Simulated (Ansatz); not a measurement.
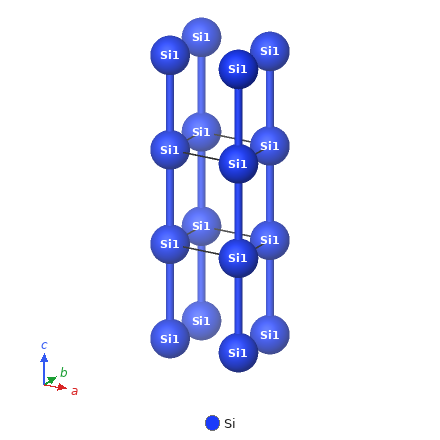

The system is Si (P6/mmm, No. 191; 1 atom in the cell); the picture shows the reference structure. The cell is strained homogeneously, by one strain along x and y and another along z, with fractional coordinates fixed (x along [1 0 0], z along [0 0 1] of the conventional cell). Coordinates scanned: (1) strain along x and y; (2) strain along z. Grid: 5 × 5 points. Energies are in meV/atom, from the lowest grid point. The reference cell is the one listed in the database, not relaxed at this level. Level of theory: DFT r2SCAN, scalar-relativistic, plane waves, PAW (Ansatz 0.2.0). Settings: cutoff 500 eV, k-mesh 24×24×20 in the order of the run's cell vectors, gaussian smearing 0.15 eV, no spin polarisation.

Its coordinates:

```xyz
1
Lattice="2.6205 0.0000 0.0000 -1.3103 2.2695 0.0000 0.0000 0.0000 2.4664" Properties=species:S:1:pos:R:3 pbc="T T T"
Si    0.0000    0.0000    0.0000
```

Range: strain along x and y from −5.0 to 5.0 %; strain along z from −5.0 to 5.0 %.

Predict the map.

Answer. The lowest grid point is at strain along x and y = 0.0 %, strain along z = 0.0 %. It is the only kind of minimum in the scanned range. The highest grid point, strain along x and y = −5.0 %, strain along z = −5.0 %, lies 176 meV/atom above the lowest. Round the minimum the valley is somewhat tilted: raising strain along x and y shifts the best value of strain along z downwards (coupling k₁₂/√(k₁₁k₂₂) about 0.2).

```csv
"strain along z ↓, strain along x and y →",−5.0,−2.5,0.0,2.5,5.0
5.0,106,43,23,36,76
2.5,96,29,4,14,51
0.0,102,29,0,6,39
−2.5,127,48,14,15,41
−5.0,176,92,51,44,66
```

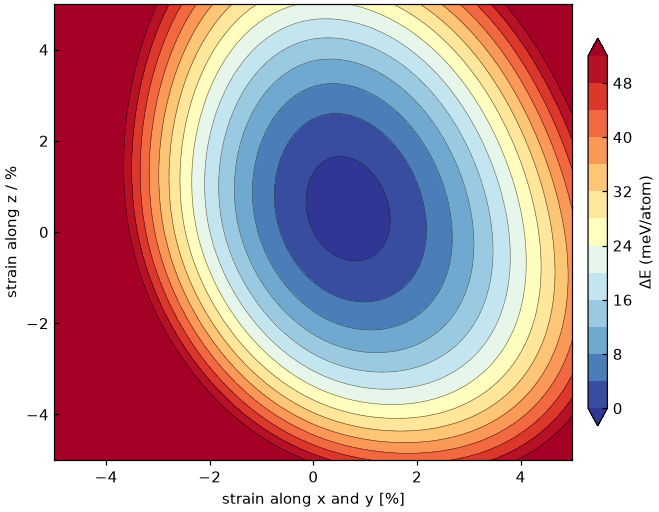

The picture shows filled contours, one colour for all values above the top of the scale. Between grid points the surface is interpolated.
